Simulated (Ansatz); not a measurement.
Here is a crystal structure:

```xyz
2
Lattice="2.6920 -0.0770 0.0006 -1.4127 2.4306 -0.0021 0.0010 -0.0035 4.6456" Properties=species:S:1:pos:R:3 pbc="T T T"
Re   -0.0442    1.5939    1.1602
Re    1.3245    0.7563    3.4839
```

Characterise the structure given above.

Answer. The element is rhenium. Strictly the space group is P2_1/m (No. 11, within 0.01 Å). It is a distorted form of a primitive hexagonal structure, space group P6_3/mmc (No. 194) within 0.25 Å: hexagonal close-packed (Mg type). The cell holds two atoms. The Re atoms are each bonded to twelve Re in an anticuboctahedral arrangement at 2.68 to 2.82 Å. The bonds build a three-dimensional framework.

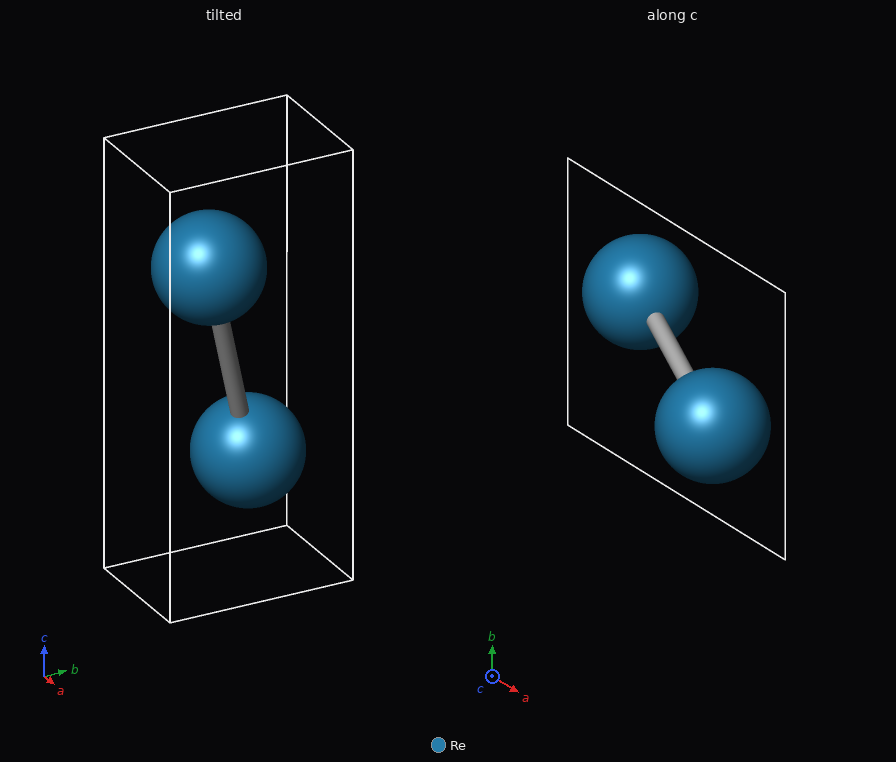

A ball-and-stick rendering, viewed slightly off an axis and along the c axis. Thin lines show the unit cell, with boundary atoms drawn in all their periodic places. Colours: rhenium blue.

The structure was taken from a structure listed in the Materials Project. Earlier steps of the study may have refined or changed the cell and positions. Ansatz was used for an electronic-structure calculation on it.

At this level of theory the cell isn't at rest (compressed, at 11 GPa), so its distances can differ from those at equilibrium, the more so the softer the solid.
